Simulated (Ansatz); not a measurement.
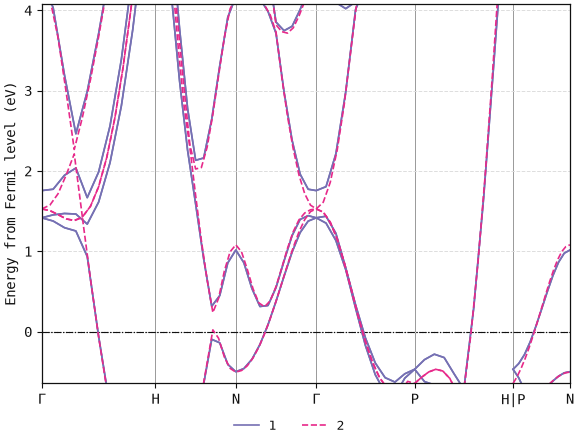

Band structures of Hf, space group Im-3m (No. 229), 1 atom in the cell, by two methods on the same cell. Each is counted from its own Fermi level.

Which curve is which? The methods: PBE+SOC, PBE.

Answer. 1 is PBE+SOC; 2 is PBE. PBE+SOC gives a metal and PBE gives a metal. Spin-orbit coupling splits levels that are degenerate without it.

Settings. PBE+SOC: DFT PBE, spin-orbit coupling, plane waves, PAW, 16×16×16 k mesh, 420 eV cutoff (Ansatz 0.2.0). PBE: DFT PBE, scalar-relativistic, plane waves, PAW, no spin polarisation, 16×16×16 k mesh, 420 eV cutoff, Gaussian smearing of 0.1 eV (Ansatz 0.2.0).
